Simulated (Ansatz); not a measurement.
The coordinates of a crystal:

```
Cu Al
1.0
     3.63187    0.00000    0.00000
     0.00000    3.63187    0.00000
     0.21791    0.00000    3.63187
Cu Al
3 1
Cartesian
  3.7408 1.8159 1.8159
  1.8159 1.8159 0.0000
  1.9249 0.0000 1.8159
  0.0000 0.0000 0.0000
```

**Interpret the file: composition, symmetry and coordination.**

It has the composition AlCu3. Strictly the space group is Cmmm (No. 65, within 0.01 Å). It is a distorted form of a primitive cubic structure, space group Pm-3m (No. 221) within 0.45 Å: Cu₃Au (L1₂) type. Content of the cell: 1 Al, 3 Cu (Z = 1). Cu is coordinated by eight Cu and four Al in a distorted cuboctahedral arrangement (2.49 to 2.65 Å to Cu, 2.49 to 2.65 Å to Al). The Al atoms are each bonded to twelve Cu in a distorted cuboctahedral arrangement at 2.49 to 2.65 Å. The bonds build a three-dimensional framework.

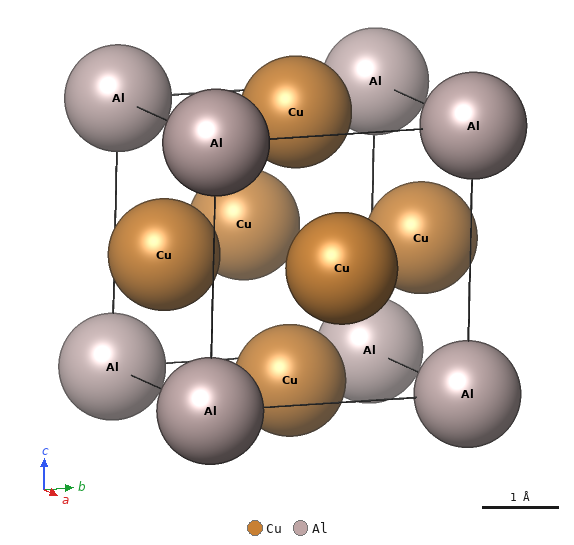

We look at a spheres-only model of the crystal slightly off an axis. The frame is the unit cell; atoms at its boundary are shown with their periodic copies. Colours: aluminium light grey, copper orange.

It goes back to a structure listed in the Materials Project. The cell was then strained or its atoms displaced on purpose. It was run through Ansatz as a DFT input.
